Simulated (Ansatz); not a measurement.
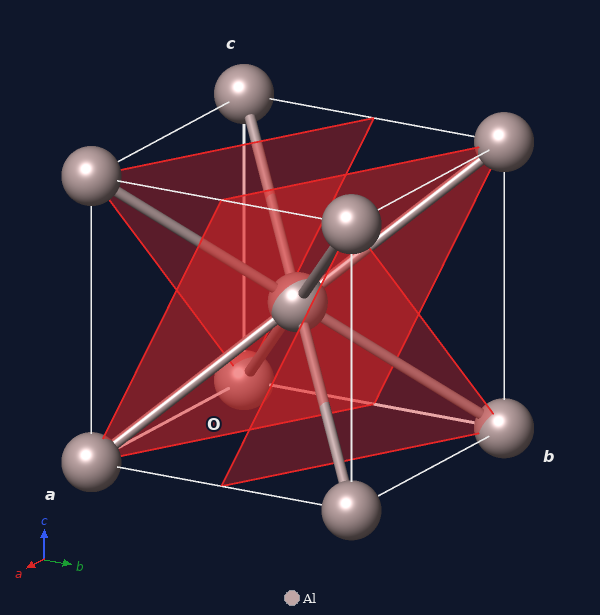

For Al, the end point of a relaxation with DFT, LDA (PW92), plane waves (420 eV) with PAW, scalar-relativistic in Ansatz; the starting structure was generated, so it need not be a known form of this composition: every member of one family of equally spaced planes, hx + ky + lz = a whole number, that cuts the unit cell is shaded (one member passes through the origin O). All values are computed from the atomic coordinates in the standard setting (tolerance 0.002 Å).

a = 3.190 Å, b = 3.190 Å, c = 3.190 Å, α = 90.00°, β = 90.00°, γ = 90.00°.

Index the planes.

(1 2 −1); the opposite sign names the same planes. The member next to the origin meets the axes a at 1, b at 1/2, c at −1.

What is the spacing?

d = 1.302 Å.

Which atoms of the cell lie in these planes (within 0.03 Å)?

all 2 Al.

The space group is No. 229, Im-3m. How many reflections hkl are equivalent to this one (itself included), and does it occur?

24 reflections are equivalent in the Laue class m-3m. The space group allows the reflection.
